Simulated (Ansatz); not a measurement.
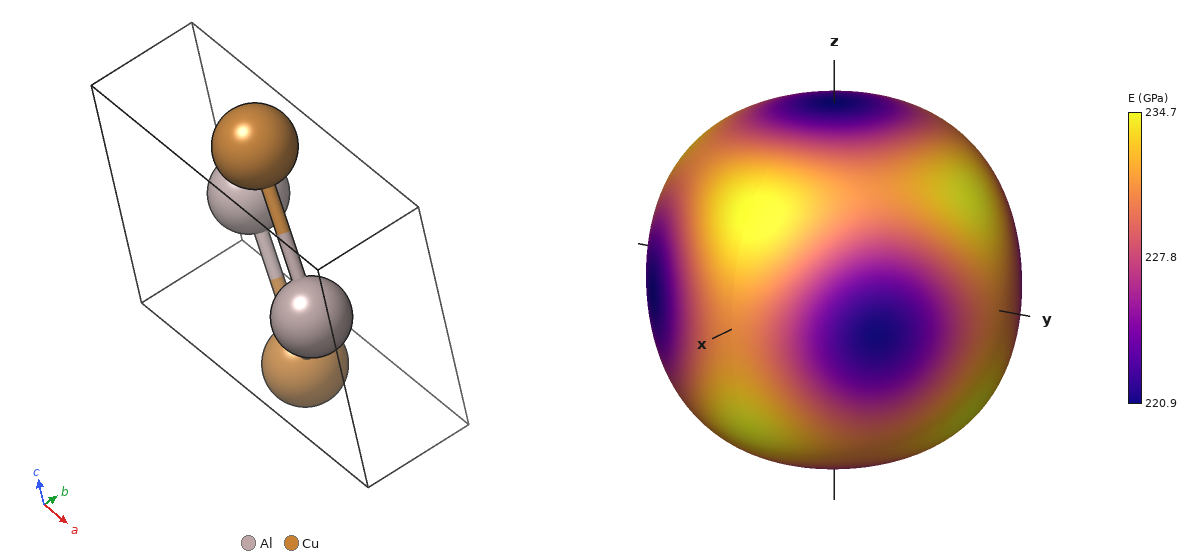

Calculation (Ansatz 0.2.0): elastic stress-strain coefficients at zero temperature from small strains of the given cell, Voigt order xx yy zz yz xz xy, Cartesian axes of the cell vectors; plane waves with PAW datasets, Γ-centred k mesh. Level: PBEsol, no spin polarisation.

```csv
setting,value
wave cutoff,420 eV
k mesh,16×16×16
occupations,Fermi–Dirac
smearing width,0.15 eV
ions,relaxed
strain amplitude,0.005
```

Structure:
```yaml
crystal:
  lattice:
    - [-1.88681, 1.88681, 2.66836]
    - [1.88681, -1.88681, 2.66836]
    - [1.88681, 1.88681, -2.66836]
  atoms:
    - { symbol: Al, position: [0.75000, 0.25000, 0.50000] }
    - { symbol: Al, position: [0.25000, 0.75000, 0.50000] }
    - { symbol: Cu, position: [0.50000, 0.50000, 0.00000] }
```

Caption: Young's modulus as a surface whose radius and colour give its value in each direction for Al₂Cu, space group Fm-3m (No. 225). The cell is drawn beside the plot.

Over all directions E runs from 221 to 235 GPa, a ratio of 1.06, so the solid is nearly isotropic. E is 231 GPa along x, 231 GPa along y and 221 GPa along z, and 230 GPa along the body diagonal x + y + z. The Hill averages are K = 239 GPa and G = 86 GPa, Poisson's ratio 0.34; K/G = 2.80, above Pugh's empirical 1.75, a sign of ductile behaviour in a metal.

Caveats: metal sensitive to the k mesh.
